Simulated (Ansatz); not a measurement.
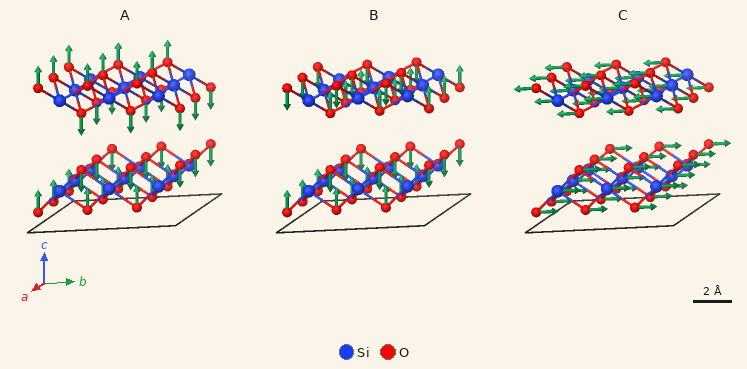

Modes of a free-standing layer of SiO2 (a generated structure), space group P-6m2 (No. 187), at the zone centre (one member of each degenerate set). The green arrows give the relative displacements of the atoms. Style: ball-and-stick. Shown: the 3 × 3 repeat of the cell, outlined in the plane, without the vacuum, slightly off an axis.

Method: DFT PBE+D3(BJ), scalar-relativistic, plane waves, PAW (Ansatz).

Frequencies are those without the non-analytic (LO–TO) term.

Q: Which are infrared-active and which Raman-active?

A: A is A₂″, infrared-active by symmetry (684 cm⁻¹). B is A₁′, Raman-active by symmetry (687 cm⁻¹). C is E″, Raman-active by symmetry (19i cm⁻¹).
